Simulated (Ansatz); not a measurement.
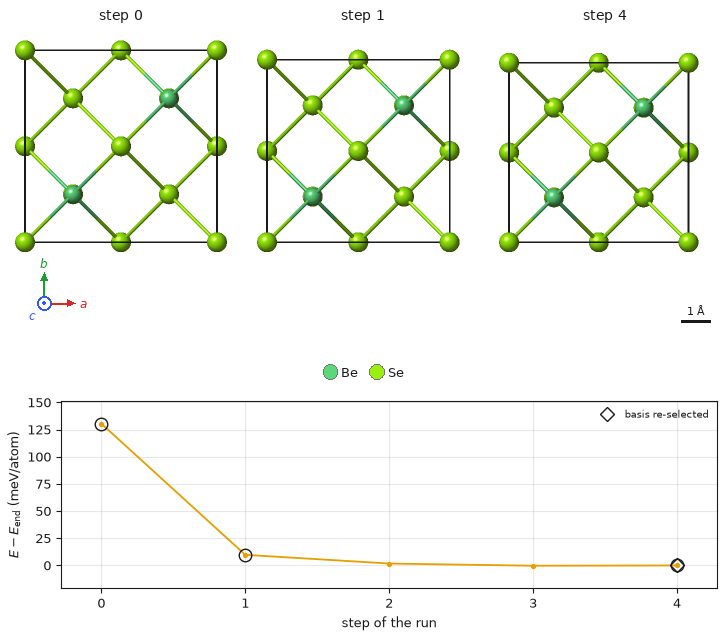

Frames of a relaxation of solid BeSe2 (a generated structure, set up in F-43m) (coarse preliminary run), marked on the history of the run. The picture is a ball-and-stick view of the conventional cell (4 times the calculation's cell), seen along the c axis. Lengths and directions refer to the drawn axes.

The calculation used DFT PBE, scalar-relativistic, plane waves, PAW (Ansatz 0.2.0). Settings: plane-wave cutoff 420 eV; k-point mesh 4 × 4 × 4; occupations gaussian; smearing width 0.1 eV; no spin polarisation; cell and atoms relaxed; force threshold 0.04 eV/Å; at most 70 steps.

What happens along the run?

Answer. No atom moves by more than 0.005 Å relative to the cell. The volume changes by −18.2 %, with a = b = c 6.766 → 6.328 Å (−6.5 %). Near-neighbour distances that change, for instance: Be–Se 2.930 → 2.740 Å, Se–Se 2.930 → 2.740 Å. The space group stays F-43m (No. 216). After 3 accepted moves (4 points after the start) the energy has fallen by 131 meV per atom. All forces vanish by symmetry, so only the cell relaxes. Pressure: −7.34 GPa at the start and −0.12 GPa at the end. At 1 point the geometry stayed and the basis and grid were re-selected for the new cell (energy shift of 0.3 meV per atom at most each time). Cost: 11 s on 1 thread of Intel(R) Xeon(R) Platinum 8488C (Sapphire Rapids), with other jobs on the host, peak memory 0.38 GiB. From step 0 to 1: volume −13.9 %, energy −121 meV per atom. From step 1 to 4: volume −5.0 %, energy −9.8 meV per atom.
